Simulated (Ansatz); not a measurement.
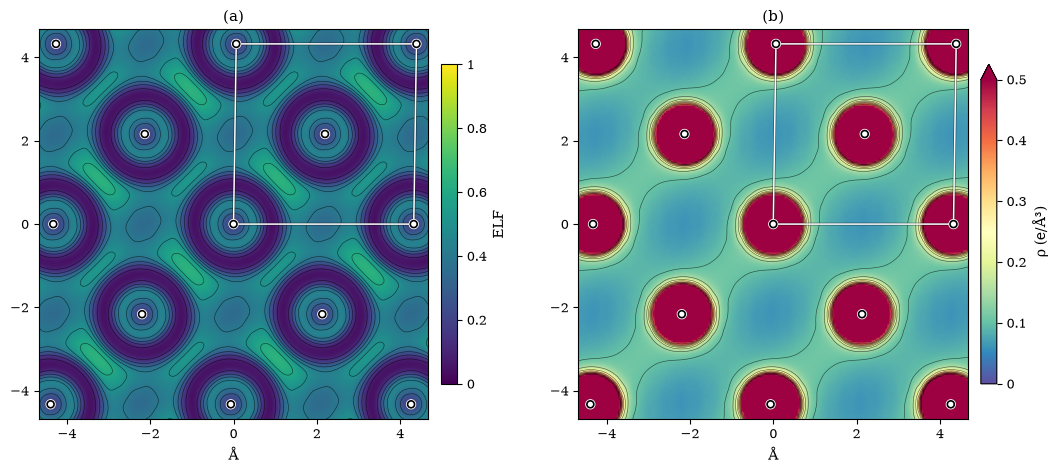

Figure. Mg. (a) electron localisation function; (b) valence charge density (pseudo) on the (110) plane of the calculation cell. Circles mark the nuclei in the plane (Mg).

Space group P6/mmm; a structure from a database of computed crystals, not necessarily the ambient phase.

Theory: DFT PBEsol, scalar-relativistic, plane waves, PAW in Ansatz.

The density is the valence pseudo-density of a PAW calculation; it isn't the true density close to the nuclei.

```
Mg
1.0
     3.08174    0.00000    0.00000
     1.54087   -2.66886   -3.03609
     1.54087    2.66886   -3.03609
Mg
2
Direct
  0.00000 0.00000 0.00000
  0.50000 0.50000 0.50000
```

Describe what can be read from this map.

- The section cuts through Mg sites.
- Mg–Mg (3.04 Å): ρ at the midpoint is about 0.09 e/Å³; the ELF reaches about 0.55 near the midpoint.
- Mg–Mg (3.08 Å): ρ at the midpoint is about 0.11 e/Å³; the ELF peaks at about 0.65 between the atoms.
- Between the atoms the lowest density in this plane is 0.06 e/Å³.

Does the calculation give a band gap?

It is metallic or semimetallic at this level of theory: no gap opens.
